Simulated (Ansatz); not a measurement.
# Run report: Zr3N, geometry relaxation (part 1 of 2)

The run: geometry relaxation of Zr3N (8 atoms in the cell). Method and program: DFT PBEsol, scalar-relativistic, plane waves, PAW, no spin polarisation (Ansatz 0.2.0).

The structure was made by swapping elements on the sites of another compound; it need not be a known phase. It belongs to a series of runs on one base structure; here: O -> N on all its sites, cell and atoms relaxed. Figures and captions count atoms from 1; the log counts them from 0 in places.

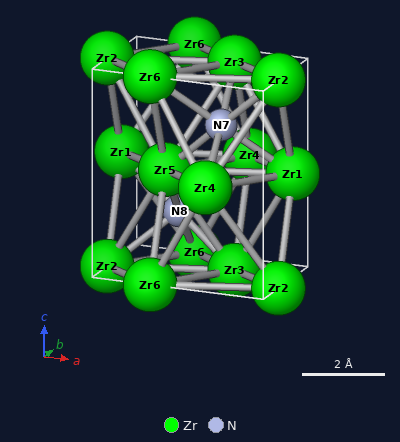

**Figure 1.** The input geometry (ball-and-stick view of the cell of the calculation, seen slightly off an axis; atoms are numbered from 1 in the order of the input). An atom can appear more than once, as a periodic image. Near neighbours in the periodic cell (some may lie outside the picture): Zr has 2 N at 2.26 Å and 12 Zr at 3.16 to 3.30 Å; N has 6 Zr at 2.26 Å.

### The input
```yaml
crystal:
  lattice:
    - [5.6159017043, 0.0, 0.0]
    - [-2.8079508522, 4.8635135411, 0.0]
    - [0.0, 0.0, 5.1858321202]
  atoms:
    - { symbol: Zr, position: [0.0, 0.6605667269, 0.5] }
    - { symbol: Zr, position: [0.0, 0.3394332731, 0.0] }
    - { symbol: Zr, position: [0.6605667269, 0.6605667269, 0.0] }
    - { symbol: Zr, position: [0.6605667269, 0.0, 0.5] }
    - { symbol: Zr, position: [0.3394332731, 0.3394332731, 0.5] }
    - { symbol: Zr, position: [0.3394332731, 0.0, 0.0] }
    - { symbol: "N", position: [0.6666666667, 0.3333333333, 0.75] }
    - { symbol: "N", position: [0.3333333333, 0.6666666667, 0.25] }
basis:
  ecutwfc: 420
kpoints:
  mp_grid: { grid: [6, 6, 4] }
hamiltonian:
  xc: pbesol
scf:
  occupations: { method: gaussian, width: 0.1 }
output:
  forces: true
  stress: true
  eigenvalues: true
relax:
  adjacent_minimum: "off"
  f_tol: 0.05
  max_steps: 60
  cell: { stress_tol: 0.5 }
```

Machine: 2 threads of Intel Xeon @ 2.50GHz (Skylake/Cascade Lake), 192 GiB of memory available, shared host.

Launch command:
```bash
ansatz run input.yaml --threads 2 --pin off --max-ram 5120MiB --backend cpu --events-out ev --progress --plain --runs-dir out
```

### The program's output
```
Engine: ansatz 0.2.0, x86_64-unknown-linux-gnu
Pseudopotentials: kind: paw
Pseudopotential: Zr, paw, valence charge 12, recommended cutoff 420 eV (normal), Zr.paw.azcp
Pseudopotential: N, paw, valence charge 5, recommended cutoff 420 eV (normal), N.paw.azcp
Functional definition: PBEsol
  exchange = pbesol_x
  correlation = pbesol_c
Crystal: 8 atoms, lattice volume = 141.641 Å³
Basis set: ecut = 420 eV, 2777 PW (Γ), exchange–correlation on 80×80×72 points (8 copies of the dense FFT grid, shifted against one another)
Bands: 50, of which v1, the nominal top of the filled ones, is band 41 counted from 1 (40 counted from 0)
Symmetry: 12 space group operations
Space group: P6322 (ITA 182), of the structure as read, at distance tolerance 5.2e-5 Å
k-points: 21 of 144 (time reversal used)
Non-local potential: Zr, projectors of the file, l = 0: 3, l = 1: 2, l = 2: 2, l = 3: 2
Non-local potential: N, projectors of the file, l = 0: 2, l = 1: 2, l = 2: 1
PAW form: soft (Blöchl's): semilocal exchange-correlation on the pseudo side does not see the compensation charge
PAW frozen core: Zr, regenerated for the run's functional, and the local potential with it (the file was generated under x = pbe(κ = 0.804, μ = 0.2195149727645171), c = pbe(β = 0.06672455060314922))
PAW frozen core: N, regenerated for the run's functional, and the local potential with it (the file was generated under x = pbe(κ = 0.804, μ = 0.2195149727645171), c = pbe(β = 0.06672455060314922))
PAW one-centre angular grid: Zr, 590 points (default); XC on 64 Gauss nodes
PAW one-centre angular grid: N, 110 points (default); XC on 64 Gauss nodes
Initial density: superposition of atomic densities (neutral atoms: chi_scale 0, normalization atom), corrected by the library's trained network
Initial wavefunctions: pseudopotential atomic-orbital guess
Functional: x = pbesol(κ = 0.804, μ = 0.12345679012345678), c = pbesol(β = 0.046)
SCF iter   1: F=—  HF=-25536.906303 eV  |F-HF|=—  |Δ(HF+E_count)|=         —  Δρ=6.35e-3  dr2=6.64e-2  ethr=1.77e-3  ⟨swp⟩=5.8  Hψ=4158  notcnv=0
preconditioner: auto → Kerker (q_TF=auto, 2.491 Å⁻¹)  [metal: Δε(μ)=0.008 eV  Ē_g=5.528 eV  σ=0.100 eV  W_gap=0.05  n_scr=28 (ndim 8)  ℏωp=18.2 eV  f_vac=0.000  D(μ)=5.32/eV (n_scr^D=46)]
SCF iter   2: F=—  HF=-25536.894534 eV  |F-HF|=—  |Δ(HF+E_count)|=   1.18e-2  Δρ=3.64e-3  dr2=1.45e-2  ethr=8.10e-5  ⟨swp⟩=2.0  Hψ=1429  notcnv=0
SCF iter   3: F=—  HF=-25536.892213 eV  |F-HF|=—  |Δ(HF+E_count)|=   2.32e-3  Δρ=1.27e-3  dr2=3.38e-3  ethr=1.77e-5  ⟨swp⟩=2.4  Hψ=1690  notcnv=0
SCF iter   4: F=—  HF=-25536.891687 eV  |F-HF|=—  |Δ(HF+E_count)|=   5.26e-4  Δρ=2.79e-4  dr2=1.34e-4  ethr=4.12e-6  ⟨swp⟩=2.0  Hψ=1313  notcnv=0
SCF iter   5: F=—  HF=-25536.891661 eV  |F-HF|=—  |Δ(HF+E_count)|=   2.61e-5  Δρ=4.07e-5  dr2=2.87e-6  ethr=1.64e-7  ⟨swp⟩=3.0  Hψ=1818  notcnv=0
SCF iter   6: F=—  HF=-25536.891681 eV  |F-HF|=—  |Δ(HF+E_count)|=   2.03e-5  Δρ=1.01e-5  dr2=2.02e-7  ethr=3.50e-9  ⟨swp⟩=2.0  Hψ=1305  notcnv=0
SCF iter   7: F=-25536.891681 eV  HF=-25536.891681 eV  |F-HF|=2.21e-9  |Δ(HF+E_count)|=   4.43e-8  Δρ=2.25e-6  dr2=7.70e-9  ethr=1.22e-10  ⟨swp⟩=8.8  Hψ=3634  notcnv=0
SCF 1 converged in 7 iterations: F = -25536.891681 eV  dr2 = 7.70e-9
  greatest PAW one-centre occupation: 0.997 electrons in one spin orbital (limit 2), on the Zr atom at site 4 (counted from 0), in its partial waves of l = 0
relax step   1: F+E_penalty+E_count = -25536.89168121 eV  Δ(F+E_penalty+E_count) = +0.000e0 eV  max|allowed force component| = 7.278e-1 eV/Å  Δτ_max = 0.0000 Å  P = -1.432 GPa  Ω = 141.641 Å³  (7 SCF iters, dr2 threshold 1.00e-7 eV, accepted)
Crystal: 8 atoms, lattice volume = 149.455 Å³
Basis set: ecut = 420 eV, 2909 PW (Γ), exchange–correlation on 80×80×72 points (8 copies of the dense FFT grid, shifted against one another)
Initial density: handed on by an earlier stage of this run
Initial wavefunctions: those handed on with the density
iter 1 solved again at ethr=1.98e-3 eV; its pass at ethr=3.10e-3 eV (dr2=1.62e0 eV) is discarded
SCF iter   1: F=—  HF=-25536.671972 eV  |F-HF|=—  |Δ(HF+E_count)|=         —  Δρ=1.91e-2  dr2=1.61e0  ethr=1.98e-3  ⟨swp⟩=1.0  Hψ=5884  notcnv=0
preconditioner: auto → Kerker (q_TF=auto, 2.469 Å⁻¹)  [metal: Δε(μ)=0.027 eV  Ē_g=5.689 eV  σ=0.100 eV  W_gap=0.15  n_scr=28 (ndim 8)  ℏωp=17.7 eV  f_vac=0.000  D(μ)=4.86/eV (n_scr^D=28)]
SCF iter   2: F=—  HF=-25536.430509 eV  |F-HF|=—  |Δ(HF+E_count)|=   2.41e-1  Δρ=1.03e-2  dr2=6.08e-1  ethr=1.96e-3  ⟨swp⟩=1.8  Hψ=1155  notcnv=0
SCF iter   3: F=—  HF=-25536.289963 eV  |F-HF|=—  |Δ(HF+E_count)|=   1.41e-1  Δρ=6.76e-3  dr2=1.33e-1  ethr=7.41e-4  ⟨swp⟩=2.0  Hψ=1620  notcnv=0  defer=41
SCF iter   4: F=—  HF=-25536.260431 eV  |F-HF|=—  |Δ(HF+E_count)|=   2.95e-2  Δρ=1.46e-3  dr2=3.54e-3  ethr=1.62e-4  ⟨swp⟩=2.0  Hψ=1368  notcnv=0  defer=41
SCF iter   5: F=—  HF=-25536.259555 eV  |F-HF|=—  |Δ(HF+E_count)|=   8.76e-4  Δρ=3.09e-4  dr2=1.60e-4  ethr=4.32e-6  ⟨swp⟩=2.0  Hψ=1313  notcnv=0  defer=41
SCF iter   6: F=—  HF=-25536.259574 eV  |F-HF|=—  |Δ(HF+E_count)|=   1.86e-5  Δρ=6.32e-5  dr2=7.51e-6  ethr=1.95e-7  ⟨swp⟩=2.0  Hψ=1388  notcnv=0  defer=41
SCF iter   7: F=-25536.259573 eV  HF=-25536.259573 eV  |F-HF|=5.83e-8  |Δ(HF+E_count)|=   9.48e-7  Δρ=1.09e-5  dr2=2.10e-7  ethr=9.76e-10  ⟨swp⟩=10.5  Hψ=4282  notcnv=0
SCF 2 converged in 7 iterations: F = -25536.259573 eV  dr2 = 2.10e-7
  greatest PAW one-centre occupation: 0.997 electrons in one spin orbital (limit 2), on the Zr atom at site 5 (counted from 0), in its partial waves of l = 0
relax step   2: F+E_penalty+E_count = -25536.25957281 eV  Δ(F+E_penalty+E_count) = +6.321e-1 eV  max|allowed force component| = 1.467e0 eV/Å  Δτ_max = 0.1965 Å  P = -1.452 GPa  Ω = 149.455 Å³  energy of the carried Pulay correction = -6.589e-3 eV  (7 SCF iters, dr2 threshold 8.00e-7 eV, rejected (line search))
Crystal: 8 atoms, lattice volume = 141.264 Å³
iter 1 solved again at ethr=7.83e-4 eV; its pass at ethr=3.10e-3 eV (dr2=6.42e-1 eV) is discarded
SCF iter   1: F=—  HF=-25537.168967 eV  |F-HF|=—  |Δ(HF+E_count)|=         —  Δρ=1.27e-2  dr2=6.47e-1  ethr=7.83e-4  ⟨swp⟩=1.1  Hψ=5752  notcnv=0
preconditioner: auto → Kerker (q_TF=auto, 2.492 Å⁻¹)  [metal: Δε(μ)=0.017 eV  Ē_g=5.500 eV  σ=0.100 eV  W_gap=0.10  n_scr=28 (ndim 8)  ℏωp=18.2 eV  f_vac=0.000  D(μ)=3.26/eV (n_scr^D=20)]
SCF iter   2: F=—  HF=-25537.071040 eV  |F-HF|=—  |Δ(HF+E_count)|=   9.79e-2  Δρ=7.02e-3  dr2=2.39e-1  ethr=7.83e-4  ⟨swp⟩=1.2  Hψ=1057  notcnv=0
SCF iter   3: F=—  HF=-25537.014283 eV  |F-HF|=—  |Δ(HF+E_count)|=   5.68e-2  Δρ=4.68e-3  dr2=5.44e-2  ethr=2.92e-4  ⟨swp⟩=2.0  Hψ=1539  notcnv=0
SCF iter   4: F=—  HF=-25537.002586 eV  |F-HF|=—  |Δ(HF+E_count)|=   1.17e-2  Δρ=9.42e-4  dr2=1.38e-3  ethr=6.64e-5  ⟨swp⟩=2.0  Hψ=1441  notcnv=0
SCF iter   5: F=—  HF=-25537.002219 eV  |F-HF|=—  |Δ(HF+E_count)|=   3.67e-4  Δρ=3.11e-4  dr2=1.39e-4  ethr=1.69e-6  ⟨swp⟩=2.0  Hψ=1472  notcnv=0
SCF iter   6: F=—  HF=-25537.002191 eV  |F-HF|=—  |Δ(HF+E_count)|=   2.81e-5  Δρ=3.17e-5  dr2=1.46e-6  ethr=1.69e-7  ⟨swp⟩=2.0  Hψ=1302  notcnv=0
SCF iter   7: F=—  HF=-25537.002209 eV  |F-HF|=—  |Δ(HF+E_count)|=   1.78e-5  Δρ=6.38e-6  dr2=6.15e-8  ethr=1.78e-9  ⟨swp⟩=2.1  Hψ=1244  notcnv=0
SCF iter   8: F=-25537.002209 eV  HF=-25537.002209 eV  |F-HF|=3.64e-10  |Δ(HF+E_count)|=   6.56e-9  Δρ=1.08e-6  dr2=1.47e-9  ethr=9.76e-12  ⟨swp⟩=8.2  Hψ=4355  notcnv=0
SCF 3 converged in 8 iterations: F = -25537.002209 eV  dr2 = 1.47e-9
relax step   3: F+E_penalty+E_count = -25537.00220873 eV  Δ(F+E_penalty+E_count) = -1.105e-1 eV  max|allowed force component| = 1.287e-1 eV/Å  Δτ_max = 0.0589 Å  P = +1.024 GPa  Ω = 141.264 Å³  energy of the carried Pulay correction = +3.268e-4 eV  (8 SCF iters, accepted)
Crystal: 8 atoms, lattice volume = 142.479 Å³
Basis set: ecut = 420 eV, 2801 PW (Γ), exchange–correlation on 80×80×72 points (8 copies of the dense FFT grid, shifted against one another)
iter 1 solved again at ethr=6.49e-6 eV; its pass at ethr=3.10e-3 eV (dr2=5.32e-3 eV) is discarded
SCF iter   1: F=—  HF=-25537.006022 eV  |F-HF|=—  |Δ(HF+E_count)|=         —  Δρ=1.36e-3  dr2=4.63e-3  ethr=6.49e-6  ⟨swp⟩=2.3  Hψ=4393  notcnv=0
preconditioner: auto → Kerker (q_TF=auto, 2.488 Å⁻¹)  [metal: Δε(μ)=0.031 eV  Ē_g=5.525 eV  σ=0.100 eV  W_gap=0.17  n_scr=28 (ndim 8)  ℏωp=18.1 eV  f_vac=0.000  D(μ)=3.07/eV (n_scr^D=20)]
SCF iter   2: F=—  HF=-25537.005211 eV  |F-HF|=—  |Δ(HF+E_count)|=   8.11e-4  Δρ=3.92e-4  dr2=7.49e-4  ethr=5.65e-6  ⟨swp⟩=2.0  Hψ=1301  notcnv=0
SCF iter   3: F=—  HF=-25537.005092 eV  |F-HF|=—  |Δ(HF+E_count)|=   1.19e-4  Δρ=2.18e-4  dr2=2.81e-4  ethr=9.13e-7  ⟨swp⟩=1.2  Hψ=1059  notcnv=0
SCF iter   4: F=—  HF=-25537.005014 eV  |F-HF|=—  |Δ(HF+E_count)|=   7.78e-5  Δρ=4.27e-5  dr2=2.41e-6  ethr=3.43e-7  ⟨swp⟩=2.0  Hψ=1250  notcnv=0
SCF iter   5: F=-25537.005013 eV  HF=-25537.005013 eV  |F-HF|=4.72e-7  |Δ(HF+E_count)|=   9.07e-7  Δρ=1.79e-5  dr2=5.41e-7  ethr=9.76e-10  ⟨swp⟩=6.0  Hψ=4029  notcnv=0
SCF 4 converged in 5 iterations: F = -25537.005013 eV  dr2 = 5.41e-7
relax step   4: F+E_penalty+E_count = -25537.00501250 eV  Δ(F+E_penalty+E_count) = -2.804e-3 eV  max|allowed force component| = 5.442e-4 eV/Å  Δτ_max = 0.0056 Å  P = -0.563 GPa  Ω = 142.479 Å³  energy of the carried Pulay correction = -7.242e-4 eV  (5 SCF iters, dr2 threshold 8.00e-7 eV, accepted)
Crystal: 8 atoms, lattice volume = 142.076 Å³
iter 1 solved again at ethr=1.64e-7 eV; its pass at ethr=3.10e-3 eV (dr2=1.34e-4 eV) is discarded
SCF iter   1: F=—  HF=-25537.005946 eV  |F-HF|=—  |Δ(HF+E_count)|=         —  Δρ=3.01e-4  dr2=1.56e-4  ethr=1.64e-7  ⟨swp⟩=3.1  Hψ=4808  notcnv=0
preconditioner: auto → Kerker (q_TF=auto, 2.489 Å⁻¹)  [metal: Δε(μ)=0.037 eV  Ē_g=5.544 eV  σ=0.100 eV  W_gap=0.20  n_scr=28 (ndim 8)  ℏωp=18.2 eV  f_vac=0.000  D(μ)=3.10/eV (n_scr^D=20)]
SCF iter   2: F=—  HF=-25537.005937 eV  |F-HF|=—  |Δ(HF+E_count)|=   8.15e-6  Δρ=1.70e-4  dr2=5.70e-5  ethr=1.64e-7  ⟨swp⟩=1.3  Hψ=1121  notcnv=0
SCF iter   3: F=—  HF=-25537.005922 eV  |F-HF|=—  |Δ(HF+E_count)|=   1.55e-5  Δρ=8.18e-5  dr2=1.04e-5  ethr=6.96e-8  ⟨swp⟩=2.0  Hψ=1394  notcnv=0
SCF iter   4: F=-25537.005919 eV  HF=-25537.005919 eV  |F-HF|=1.52e-7  |Δ(HF+E_count)|=   2.59e-6  Δρ=1.69e-5  dr2=3.76e-7  ethr=9.76e-10  ⟨swp⟩=3.5  Hψ=3744  notcnv=0
SCF 5 converged in 4 iterations: F = -25537.005919 eV  dr2 = 3.76e-7
relax step   5: F+E_penalty+E_count = -25537.00591913 eV  Δ(F+E_penalty+E_count) = -9.066e-4 eV  max|allowed force component| = 2.929e-3 eV/Å  Δτ_max = 0.0016 Å  P = -0.171 GPa  Ω = 142.076 Å³  energy of the carried Pulay correction = -3.770e-4 eV  (4 SCF iters, dr2 threshold 8.00e-7 eV, accepted)
Initial wavefunctions: pseudopotential atomic-orbital guess (no wavefunctions were taken with the density)
iter 1 solved again at ethr=3.51e-7 eV; its pass at ethr=3.10e-3 eV (dr2=2.88e-4 eV) is discarded
SCF iter   1: F=—  HF=-25537.006339 eV  |F-HF|=—  |Δ(HF+E_count)|=         —  Δρ=3.20e-5  dr2=4.96e-7  ethr=3.51e-7  ⟨swp⟩=3.0  Hψ=6337  notcnv=0
preconditioner: auto → Kerker (q_TF=auto, 2.489 Å⁻¹)  [metal: Δε(μ)=0.037 eV  Ē_g=5.543 eV  σ=0.100 eV  W_gap=0.20  n_scr=28 (ndim 8)  ℏωp=18.2 eV  f_vac=0.000  D(μ)=3.10/eV (n_scr^D=20)]
SCF iter   2: F=—  HF=-25537.006357 eV  |F-HF|=—  |Δ(HF+E_count)|=   1.85e-5  Δρ=1.67e-5  dr2=1.95e-7  ethr=6.04e-10  ⟨swp⟩=2.1  Hψ=1869  notcnv=0
SCF iter   3: F=—  HF=-25537.006357 eV  |F-HF|=—  |Δ(HF+E_count)|=   2.95e-8  Δρ=4.84e-6  dr2=3.52e-8  ethr=2.38e-10  ⟨swp⟩=2.0  Hψ=1267  notcnv=0
SCF iter   4: F=-25537.006357 eV  HF=-25537.006357 eV  |F-HF|=7.06e-10  |Δ(HF+E_count)|=   8.42e-9  Δρ=1.52e-6  dr2=2.10e-9  ethr=9.76e-12  ⟨swp⟩=4.0  Hψ=3698  notcnv=0
SCF 6 converged in 4 iterations: F = -25537.006357 eV  dr2 = 2.10e-9
relax step   6: F+E_penalty+E_count = -25537.00635749 eV  Δ(F+E_penalty+E_count) = -4.384e-4 eV  max|allowed force component| = 3.056e-3 eV/Å  Δτ_max = 0.0000 Å  P = -0.168 GPa  Ω = 142.076 Å³  stress off target by 4.62e-1 GPa  SCF on the basis re-selected at this cell (its energy is not comparable with the rows above)  (4 SCF iters)
```

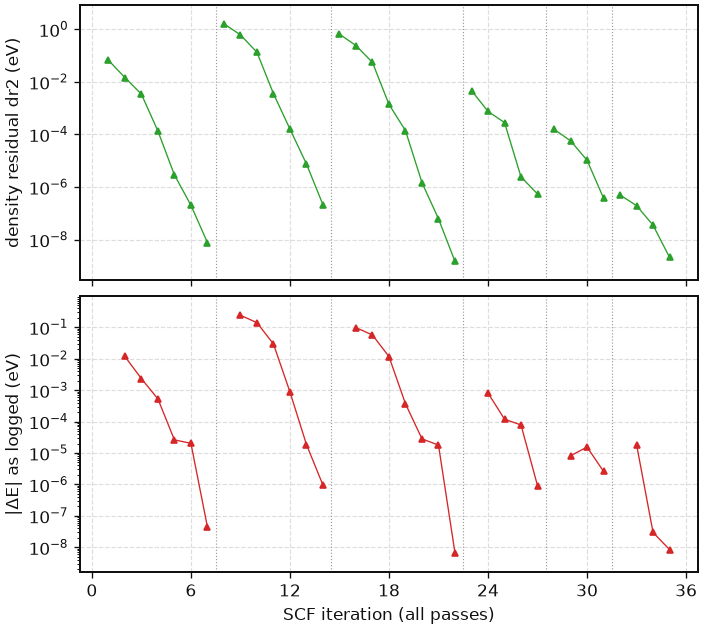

**Figure 2.** Convergence of the self-consistent field: density residual dr2 and size of the energy change against the SCF iteration. The dotted lines part the SCF passes of the relaxation: geometry steps, rejected trials and re-solves on a re-selected basis. The 6 passes take 4 to 8 iterations each, 35 in all.

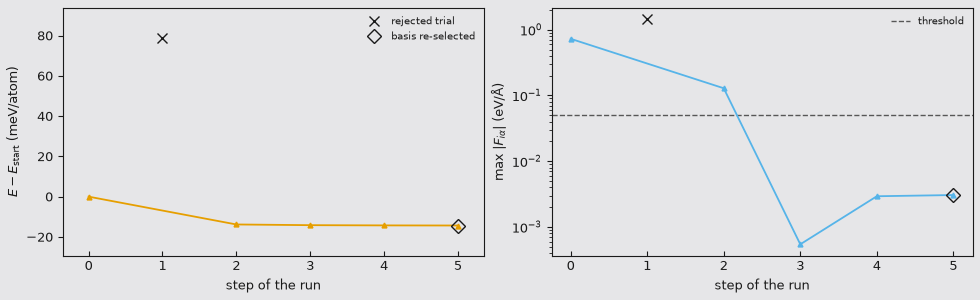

**Figure 3.** Progress of the relaxation, step by step (the first geometry is step 0 here and step 1 in the log).
